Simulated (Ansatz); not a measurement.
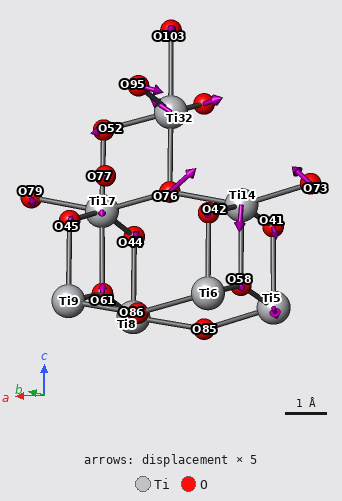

This is a relaxation of a defect cell of composition Ti$_{36}$O$_{71}$ (cell charge −1). The starting structure is drawn; purple arrows show the displacements, 5 times their true length.

Style: ball-and-stick. Shown: the atoms within 4.2 Å of the atom that moves most (axes of the cell of the calculation (origin shifted)), from a free direction.

Computed with Ansatz, DFT, PBEsol, PAW, plane waves. Settings: plane-wave cutoff 420 eV; k-point mesh 1 × 1 × 1; mesh shifted by (0.25, 0.25, 0.25); collinear spin; atoms relaxed in a fixed cell; force threshold 0.03 eV/Å; at most 80 steps.

Describe the change and its energy.

Answer. The atom that moves furthest is an O atom (0.19 Å roughly along [−1 0 1]). Largest moves by element: O 0.19 Å, Ti 0.14 Å. The cell stays as it was. Among the contacts that change: Ti–Ti 3.054 → 3.284 Å, O–Ti 1.872 → 2.041 Å, Ti–Ti 3.071 → 2.960 Å, O–Ti 1.975 → 1.868 Å. Bond angles that change, for instance: O–Ti–O 154.9° → 139.0°, Ti–O–Ti 101.5° → 117.3°, Ti–O–Ti 156.0° → 144.6°. After 8 geometry steps the energy has fallen by 1.386 eV per cell of the calculation. Largest force component: 2.3 eV/Å at the start, 0.014 eV/Å at the end. Cost: 29 s on 1 × NVIDIA GB300 Max-Q with 8 threads of Arm Neoverse-V2, peak memory 2.4 GiB.

Limits of the set-up: the cell is charged, on a uniform background, and energies carry no finite-size correction.
